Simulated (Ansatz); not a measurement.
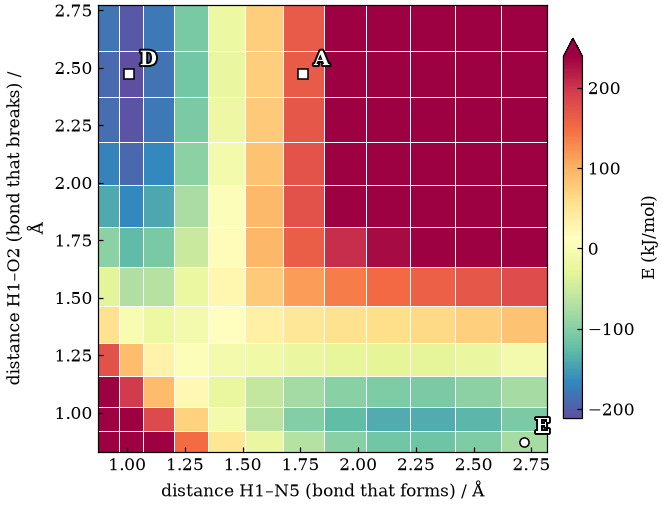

The reacting system CH4N2O (one molecule; an intramolecular 1,3-shift). 
- Coordinates scanned: (1) distance H1–N5 (bond that forms); (2) distance H1–O2 (bond that breaks).
- Relaxed at each point: all other coordinates.
- The scan uses a 12 × 12 grid.
- Points are written as (first, second).
- Energies: kJ/mol, counted from a guessed transition structure relaxed with its forming and breaking bonds held.
- Energies and slopes of some neighbouring points disagree (a jump in structure or state, or too coarse a mesh). The reference is spin-restricted, so regions where a bond is pulled apart into radicals lie too high.
- Computed with RKS BHLYP-D4/def2-SVP in Ansatz 0.2.0.

Drawn: one coloured cell a grid point, one colour for all values above the top of the scale, lettered points.

**Rank the lettered points by energy, lowest first.**

D (−212 kJ/mol), E (−79 kJ/mol), A (166 kJ/mol).
